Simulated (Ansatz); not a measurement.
MgS

```
CELL_PARAMETERS angstrom
2.53661 -2.53661 0.00000
2.53661 2.53661 0.00000
0.00000 0.00000 5.20330
ATOMIC_POSITIONS crystal
Mg 0.00000 0.00000 0.00000
Mg 0.50000 0.50000 0.50000
S 0.50000 0.50000 0.00000
S 0.00000 0.00000 0.50000
```

Space group I4/mmm; changed on purpose from its base cell (strain -0.025 along x and y, +0.000 along z, atoms carried along); computed pressure about 6 GPa in this cell.

The calculation used DFT PBE, scalar-relativistic, plane waves, PAW (Ansatz).

The density is the valence pseudo-density of a PAW calculation; it isn't the true density close to the nuclei.

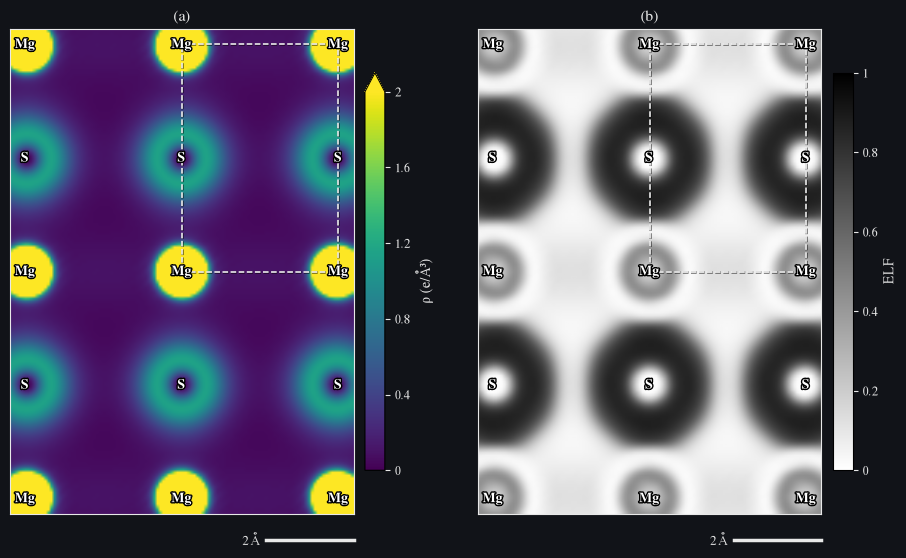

Figure 1. (a) valence electron density; (b) ELF on the (100) plane of the conventional cell.

**What do the fields say about this system?**

The section cuts through Mg and S sites.
Mg–S (2.60 Å): ρ is about 0.27 e/Å³ halfway; the ELF peaks at about 0.90 in the valence shell of S, 0.9 Å from its nucleus, and falls to about 0.05 next to Mg: a closed-shell, largely ionic contact.
Between the atoms the lowest density in this plane is 0.04 e/Å³.

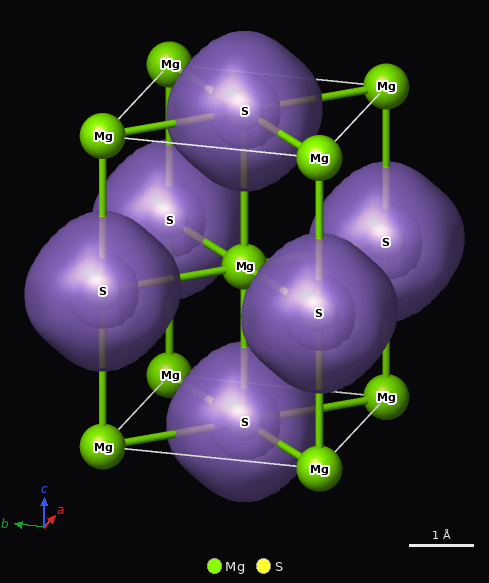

Figure 2. Isosurface of the electron localisation function at 0.75 (purple), seen at an oblique angle. Core shells and regions of very low density are left out. Sticks mark near contacts.

**Describe the localisation domains.**

The ELF exceeds this value in two regions wrapped around S (the valence shell of each), counted in one cell of 4 atoms. Any copies at cell faces, edges or corners count once. Profiles from the grid: Mg–S (2.54 Å): the ELF peaks at about 0.90 in the valence shell of S, 0.9 Å from its nucleus, and falls to about 0.05 next to Mg: a closed-shell, largely ionic contact.

**Does the calculation make it a metal, or give it a gap?**

It is gapped, with a Kohn–Sham gap of 2.8 eV on the k-point mesh, an upper bound to the gap of this method.
